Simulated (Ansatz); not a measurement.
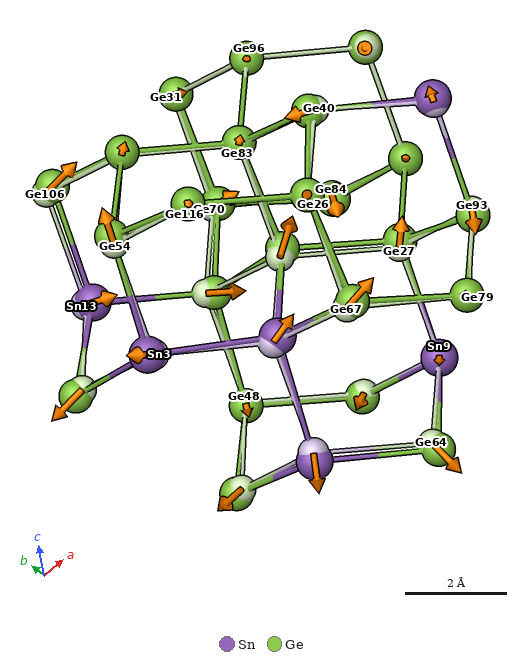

A relaxation of a crystal of Sn22Ge106 (a generated structure, set up in P1). The starting structure is drawn faded, the final one solid; orange arrows show the displacements, 5 times their true length.

The picture is a ball-and-stick view of the atoms within 5.8 Å of the atom that moves most (axes of the cell of the calculation), seen slightly off an axis.

All numbers below come from Ansatz, DFT, PBEsol, PAW, plane waves. Settings: plane-wave cutoff 420 eV; k-point mesh 1 × 1 × 1; mesh shifted by (0.5, 0.5, 0.5); no spin polarisation; cell relaxed at fixed shape; force threshold 0.03 eV/Å; at most 80 steps.

Question: What did the optimiser do to the structure, and how much energy did it gain?

Answer: The largest move relative to the cell is that of a Ge atom, 0.21 Å along [1 0 1]. Largest moves by element: Ge 0.21 Å, Sn 0.21 Å. The volume changes by +0.2 %, with a = b = c 16.468 → 16.479 Å (+0.1 %). Some distances before and after: Sn–Sn 2.514 → 2.758 Å, Sn–Sn 2.535 → 2.761 Å, Ge–Sn 2.465 → 2.633 Å, Ge–Sn 2.482 → 2.627 Å. Among the angles between lasting bonds that change: Ge–Ge–Ge 108.5° → 115.0°, Ge–Ge–Ge 110.3° → 116.4°, Ge–Ge–Ge 108.3° → 113.9°. The space group stays P1 (No. 1). Over 5 geometry steps the energy falls by 56.5 meV per atom. Largest force component: 2 eV/Å at the start, 0.0079 eV/Å at the end. The pressure goes from 1.11 to 0.00 GPa.
